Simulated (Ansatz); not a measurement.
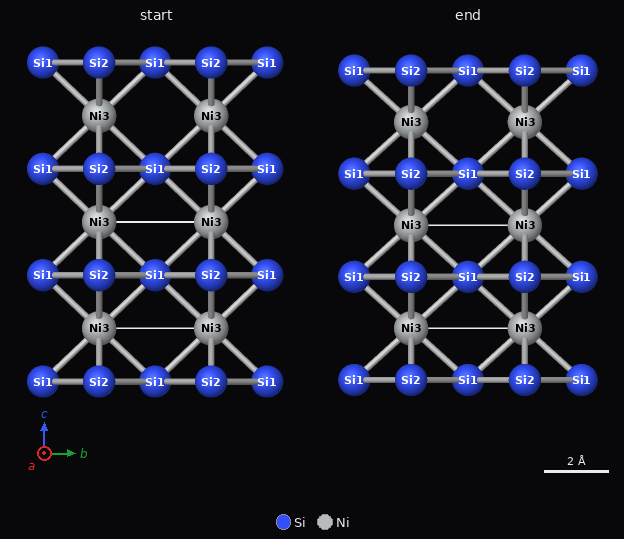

The structure of crystalline Si2Ni (a generated structure, set up in P4/mmm) before (left) and after (right) a relaxation, at one scale.

The picture is a ball-and-stick view of the cell of the calculation, repeated 1 × 1 × 2 with one cell outlined, seen along the a axis.

Computed with Ansatz, DFT PBE, scalar-relativistic, plane waves, PAW. Settings: plane-wave cutoff 420 eV; k-point mesh 14 × 14 × 14; occupations gaussian; smearing width 0.1 eV; no spin polarisation; cell and atoms relaxed; force threshold 0.01 eV/Å; at most 80 steps.

Q: Describe what moved and what it gained.

A: After 5 accepted moves (6 points after the start) the energy has fallen by 1.2 meV per atom. All forces vanish by symmetry, so only the cell relaxes. The pressure goes from 0.04 to 0.00 GPa. At 1 point the geometry stayed and the basis and grid were re-selected for the new cell (energy shift of less than 0.05 meV per atom at most each time). No atom moves by more than 0.005 Å relative to the cell. Cell: a = b 3.529 → 3.581 Å (+1.4 %), c 3.349 → 3.247 Å (−3.0 %). Volume −0.2 %. Near-neighbour distances that change, for instance: Si1–Si2 2.496 → 2.532 Å, Si1–Ni3 2.433 → 2.417 Å. The space group stays P4/mmm (No. 123). The run took 3.3 min on 1 thread of Intel(R) Xeon(R) Processor @ 2.50GHz (Skylake/Cascade Lake) (shared host), peak memory 0.51 GiB.
